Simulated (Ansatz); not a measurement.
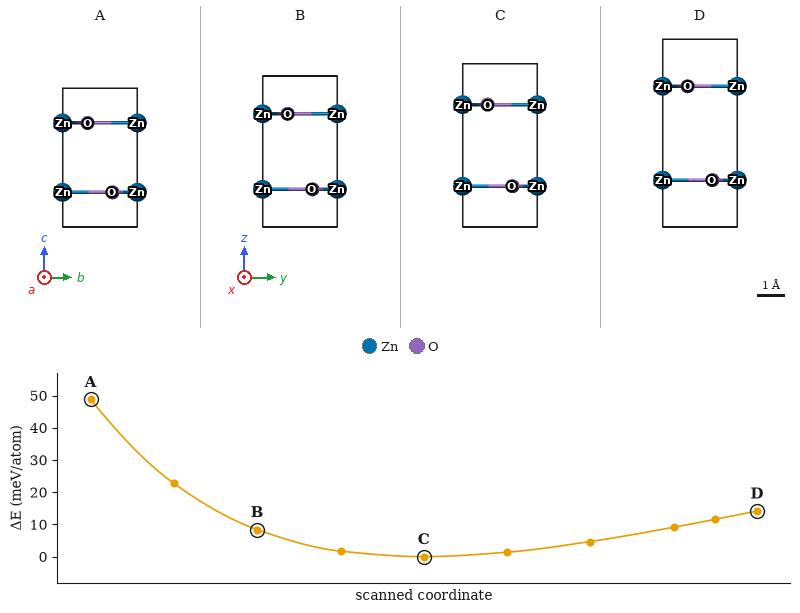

Frames of a one-coordinate scan of solid ZnO (P6_3/mmc). x, y and z are the Cartesian axes of the input. A ball-and-stick model of the cell of the calculation, seen along the a axis.

Level of theory: DFT PBE+D3(BJ), scalar-relativistic, plane waves, PAW (Ansatz). (plane-wave cutoff 420 eV; k-point mesh 12 × 12 × 6; occupations gaussian; smearing width 0.05 eV; no spin polarisation). Energies (free energies at the smearing named) are counted from the relaxed crystal.

Q: What is being scanned?

A: The cell is strained along z alone, with the atoms kept at their fractional coordinates. In the frames the strain is −0.15 (A), −0.075 (B), 0.00 (C), 0.15 (D). The lowest computed point lies at the strain 0.00 (0.0 meV/atom). The end points stand at 48.8 meV/atom (−0.15) and 14.2 meV/atom (0.15). The distortion keeps the space group P6_3/mmc. At the strain −0.15 the cell of the drawing goes c 6.169 → 5.244 Å.
